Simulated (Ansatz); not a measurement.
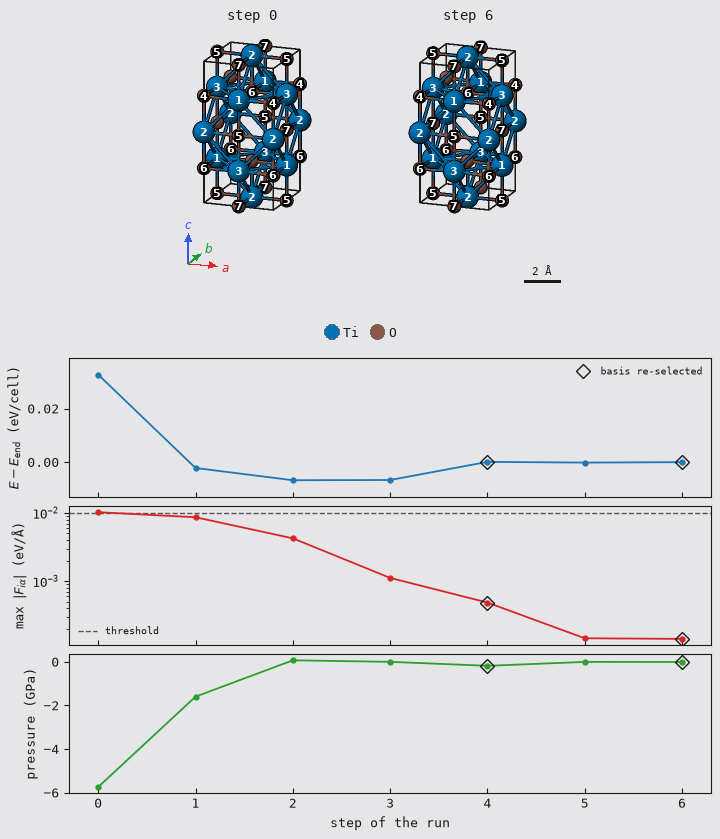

First and last geometry of a relaxation of solid Ti3O4 (set up in I4/mmm), with the history of the run. The picture is a ball-and-stick view of the conventional cell (2 times the calculation's cell), seen slightly off an axis. Lengths and directions refer to the drawn axes.

The run lets cell and atoms move.

The calculation used Ansatz 0.2.0, Kohn-Sham DFT of a periodic cell, PBEsol, Ansatz PAW.

The input:
```yaml
crystal:
  lattice:
    - [-2.06590889, 2.06590889, 4.08913398]
    - [2.06590889, -2.06590889, 4.08913398]
    - [2.06590889, 2.06590889, -4.08913398]
  atoms:
    - { symbol: Ti, position: [0.75, 0.25, 0.5] }
    - { symbol: Ti, position: [0.5, 0.5, 0.0] }
    - { symbol: Ti, position: [0.25, 0.75, 0.5] }
    - { symbol: O, position: [0.75588486, 0.75588486, 0.0] }
    - { symbol: O, position: [0.5, 0.0, 0.5] }
    - { symbol: O, position: [0.24411514, 0.24411514, 0.0] }
    - { symbol: O, position: [0.0, 0.5, 0.5] }
hamiltonian:
  xc: pbesol
  pseudopotentials: { kind: paw }
kpoints:
  mp_grid: { grid: [9, 9, 9] }
scf:
  occupations: { method: fermi_dirac, width: 0.05 }
output:
  forces: true
  stress: true
  eigenvalues: true
relax:
  f_tol: 0.01
  max_steps: 40
  cell: { stress_tol: 0.05 }
```

Run as
```bash
ansatz run input.yaml --threads 4 --pin off --max-ram 11264MiB --backend cpu --events-out ev --progress --plain --runs-dir out
```

Did the run converge, and what did it change?

Answer. It converged. Over 4 accepted moves (6 points after the start) the energy falls by 32.7 meV per cell of the calculation. The largest force component goes from 0.01 to 0.00014 eV/Å. Pressure: −5.74 GPa at the start and 0.00 GPa at the end. At 2 points the geometry stayed and the basis and grid were re-selected for the new cell (energy shift of 6.8 meV per cell of the calculation at most each time). The largest moves relative to the cell, 0.015 Å, are those of O4 and O6. O4 goes along +c. Ti stays in place. Cell: a = b 4.132 → 4.100 Å (−0.8 %), c 8.178 → 8.095 Å (−1.0 %). Volume −2.5 %. Among the contacts that change: Ti1–Ti2 2.907 → 2.881 Å, Ti1–Ti3 2.922 → 2.899 Å, Ti1–O5 2.045 → 2.024 Å, Ti1–O4 2.066 → 2.051 Å. The space group stays I4/mmm (No. 139). The run took 19 s on 4 threads of Intel(R) Xeon(R) Platinum 8375C CPU @ 2.90GHz (Ice Lake) (shared host), peak memory 0.58 GiB.

```csv
step,"E − E(0), meV/atom","largest force component, eV/Å","pressure, GPa","volume, Å³/atom",note
0,0.00,0.0103,-5.74,9.973,
1,-4.99,0.0086,-1.59,9.793,
2,-5.64,0.0043,0.07,9.723,
3,-5.63,0.0011,0.00,9.726,
4,-4.66,0.0005,-0.18,9.726,"same geometry, new basis"
5,-4.70,0.0001,0.00,9.719,
6,-4.68,0.0001,0.00,9.719,"same geometry, new basis"
```
